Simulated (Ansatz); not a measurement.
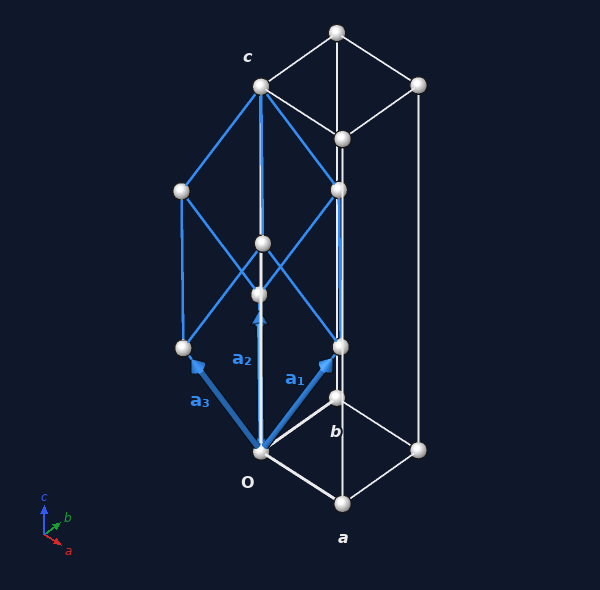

The conventional cell (thin) and a primitive cell (coloured, vectors a₁, a₂, a₃), with the lattice points alone. Crystal: TaN, the geometry relaxed with DFT PBE, scalar-relativistic, plane waves, PAW (Ansatz); the starting structure was generated, so it need not be a known form of this composition. All values are computed from the atomic coordinates in the standard setting (tolerance 0.002 Å).

a = 3.333 Å, b = 3.333 Å, c = 8.385 Å, α = 90.00°, β = 90.00°, γ = 120.00°.

What is the centring, and how are the primitive vectors built?

Answer. R, rhombohedral (trigonal, hexagonal axes), with lattice points at (0, 0, 0), (2/3, 1/3, 1/3), (1/3, 2/3, 2/3). a₁ = 2/3 a + 1/3 b + 1/3 c; a₂ = −1/3 a + 1/3 b + 1/3 c; a₃ = −1/3 a − 2/3 b + 1/3 c.

Give the primitive cell's size and content.

Answer. Edges 3.393, 3.393, 3.393 Å; angles 58.82°, 58.82°, 58.82°; volume 26.89 Å³, 1/3 of the conventional cell; 2 of its 6 atoms.
